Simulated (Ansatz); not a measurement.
# Titanium, hcp: HSE06 at the PBE geometry

Aim: see what exact exchange does to the levels, and what it costs. Spin polarisation is left out. The cell comes from an earlier PBE relaxation. Exact exchange is dear, so the k-mesh is coarse, and PBE is run on the same mesh for comparison.

Computed with Ansatz 0.2.0 (DFT, plane waves (420 eV) with PBE-made PAW files, scalar-relativistic; functionals as named at each step, unless a step says otherwise).

## Step 1: Starting point

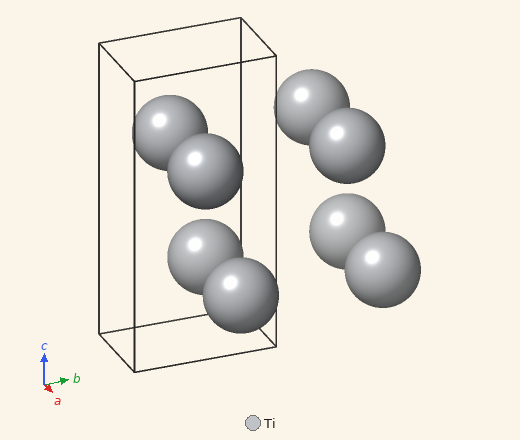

The structure, seen slightly off an axis (titanium light grey). 2×2×1 cells are drawn. Any atoms on the faces are drawn again on the opposite ones.

Coordinates:

```
Ti
1.0
     2.93908    0.00000    0.00000
    -1.46954    2.54531    0.00000
     0.00000    0.00000    4.65599
Ti
2
Direct
  0.33333 0.66667 0.25000
  0.66667 0.33333 0.75000
```

## Step 2: PBE on the coarse mesh

The run with PBE.

input.yaml

```yaml
crystal:
  lattice:
    - [2.9390756844, 0.0, 0.0]
    - [-1.4695378422, 2.5453142063, 0.0]
    - [0.0, 0.0, 4.6559893252]
  atoms:
    - { symbol: Ti, position: [0.3333333333, 0.6666666667, 0.25] }
    - { symbol: Ti, position: [0.6666666667, 0.3333333333, 0.75] }
hamiltonian:
  xc: pbe
  pseudopotentials:
    kind: paw
    azcp:
      Ti: "pseudopotentials/Ti.paw.azcp"
basis:
  ecutwfc: 420
  fft_grid_basis: typed
kpoints:
  mp_grid: { grid: [6, 6, 4], shift: [0, 0, 0] }
magnetization:
  spin_polarized: false
scf:
  occupations: { method: fermi_dirac, width: 0.1 }
```

The program printed (excerpt; [...] marks lines left out):

```text
Warning: RAYON_NUM_THREADS=4 ignored (pool sized by the plan → 4); use --threads N
[...]
Pseudopotentials: kind: paw
Pseudopotential: Ti, paw, valence charge 12, recommended cutoff 420 eV (normal), <dir>
Functional definition: PBE
[...]
Crystal: 2 atoms, lattice volume = 34.831 Å³
Basis set: ecut = 420 eV, 687 PW (Γ)
Bands: 16, of which v1, the nominal top of the filled ones, is band 12 counted from 1 (11 counted from 0)
Symmetry: 24 space group operations
Space group: P63/mmc (ITA 194), of the structure as read, at distance tolerance 3.3e-5 Å
k-points: 21 of 144
[...]
SCF iter   1: F=—  HF=-4999.364142 eV  |F-HF|=—  |Δ(HF+E_count)|=         —  Δρ=3.82e-3  dr2=1.99e-3  ethr=1.77e-3  ⟨swp⟩=4.5  Hψ=3149  notcnv=0
[...]
SCF iter   6: F=-4999.364293 eV  HF=-4999.364293 eV  |F-HF|=2.00e-11  |Δ(HF+E_count)|=   1.99e-9  Δρ=5.41e-7  dr2=3.50e-11  ethr=2.08e-11  ⟨swp⟩=1.0  Hψ=1228  notcnv=0
[...]
SCF converged after 6 iterations
Free energy (F): -4999.364293 eV
[...]
E sigma→0 (E₀):  -4999.321807 eV
Entropy (-TS):   -0.084971 eV (-42.485 meV/atom)
Fermi energy:    13.350738 eV
[...]
```

Wall time 0.6 s (4 threads of an Arm CPU, shared host); peak memory 0.34 GiB.

## Step 3: HSE06, coarse mesh

The run with HSE06.

input.yaml: that of step 2 with these lines changed.

```diff
@@ -9,3 +9,3 @@
 hamiltonian:
-  xc: pbe
+  xc: hse06
   pseudopotentials:
```

The program printed (excerpt; [...] marks lines left out):

```text
Warning: RAYON_NUM_THREADS=4 ignored (pool sized by the plan → 4); use --threads N
[...]
[... 2 set-up lines as earlier in the session ...]
Functional definition: HSE06
[...]
Crystal: 2 atoms, lattice volume = 34.831 Å³
Basis set: ecut = 420 eV, 687 PW (Γ)
Bands: 16, of which v1, the nominal top of the filled ones, is band 12 counted from 1 (11 counted from 0)
[... 2 set-up lines as earlier in the session ...]
k-points: 21 of 144
[...]
SCF iter   1: F=—  HF=-4999.366195 eV  |F-HF|=—  |Δ(HF+E_count)|=         —  Δρ=3.98e-3  dr2=2.43e-3  ethr=1.77e-3  ⟨swp⟩=4.9  Hψ=1314  notcnv=0
[...]
Frozen-core exchange: fock
[...]
SCF 2 stopped early in 6 iterations: F = -4997.963879 eV  dr2 = 3.48e-5
hybrid outer 1: dexx = +5.470e-2 eV, tail = 1.73e-4 eV
[...]
Frozen-core exchange: fock
[...]
hybrid SCF converged: 2 outer / 12 inner (+6 warm-up), last move |dexx| = 5.77e-5 eV, tail = 2.88e-7 eV
Stability not checked: this state was not tested for a lower state beside it, because the functional holds exact exchange (a hybrid, or Hartree-Fock), whose exchange loop this test does not read (fock_operator; see scf.lower_state_search)
Free energy (F): -4997.962908 eV
Frozen-core exchange: fock
[...]
E sigma→0 (E₀):  -4997.934849 eV
Entropy (-TS):   -0.056120 eV (-28.060 meV/atom)
Fermi energy:    13.550508 eV
[...]
--- Band table (eV; the first three rows and the last of 21) ---
  k-point 0: bands = ["-48.3943", "-48.2476", "-23.3719", "-22.6865", "-22.6865", "-22.6046", "-22.5858", "-22.5858", "5.9576", "10.0869", "13.7223", "14.6281", "14.6281", "14.7811", "15.2682"]
[...]
  guard bands above this table: 1 of the run's 16 bands, where the rule asks 2: the bands that hold charge and the lowest empty level above them stay in the table. The solve was not asked for them (output.publish_guard_bands: true or output.eigenvalues: true publishes all)
```

Wall time 7.6 s (4 threads of an Arm CPU, shared host); peak memory 0.91 GiB.

## Step 4: Side by side

| functional | gap on the mesh | Fermi energy (eV) | SCF cycles | exchange loops | CPU time |
| --- | --- | --- | --- | --- | --- |
| PBE | none (levels filled in part) | 13.351 | 6 | - | 1.5 s |
| HSE06 | none (levels filled in part) | 13.551 | 18 | 2 | 23 s |

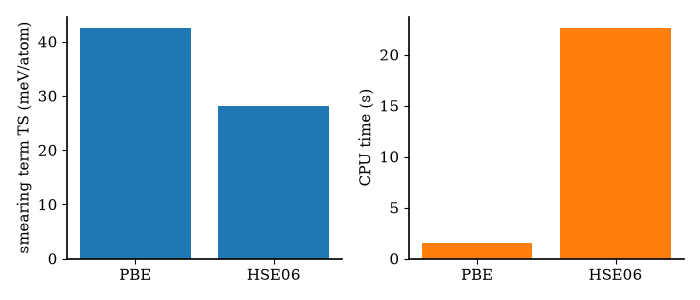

Smearing term and CPU time by functional.

## Step 5: Outcome

| quantity | value |
| --- | --- |
| PBE: gap | none (levels filled in part) |
| HSE06: gap | none (levels filled in part) |
| HSE06: SCF cycles, exchange loops | 18, 2 |
| HSE06: CPU time over that of PBE | 15 |

Both PBE and HSE06 leave levels filled in part. The hybrid took 15 times as much CPU time as PBE on the same settings. The exchange operator of HSE06 was renewed in 2 outer loops. The total energies in the logs cannot be compared from one functional to another.
